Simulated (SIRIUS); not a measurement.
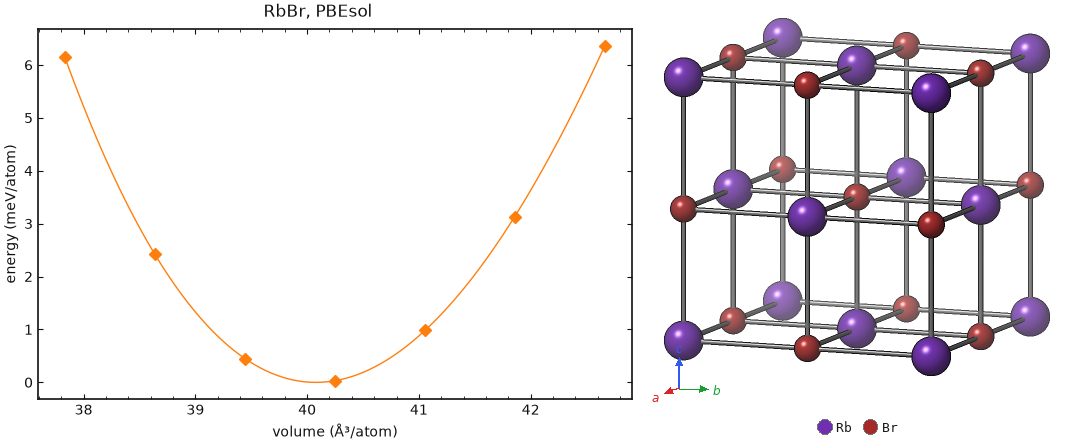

The figure shows the energy against volume for RbBr, space group Fm-3m (No. 225). The conventional cell is drawn beside the plot.

Starting cell:
```yaml
crystal:
  lattice:
    - [0.00000, 3.42700, 3.42700]
    - [3.42700, 0.00000, 3.42700]
    - [3.42700, 3.42700, 0.00000]
  atoms:
    - { symbol: Rb, position: [0.00000, 0.00000, 0.00000] }
    - { symbol: Br, position: [0.50000, 0.50000, 0.50000] }
```

How it was computed, with SIRIUS 7.10.0: plane-wave DFT, no spin polarisation; energies at scaled volumes of the given cell, shape and fractions fixed, counted from the fit's minimum, third-order Birch-Murnaghan fit. Level: PBEsol.

- k mesh: 7×7×7
- occupations: Fermi–Dirac
- smearing width: 0.05 eV
- potentials: dojo sr pbesol 0.4.1 standard
- wave cutoff: 629.1 eV
- density cutoff: 2517 eV

From this curve and the settings, what does the calculation give for the pressure at the same points?

The pressure falls from 0.92 GPa at volume 37.83 Å³/atom to −0.75 GPa at 42.66 Å³/atom, and changes sign near 40.05 Å³/atom.

```csv
volume (Å³/atom),pressure (GPa)
37.83,0.92
38.64,0.55
39.44,0.22
40.25,-0.07
41.05,-0.32
41.86,-0.55
42.66,-0.75
```
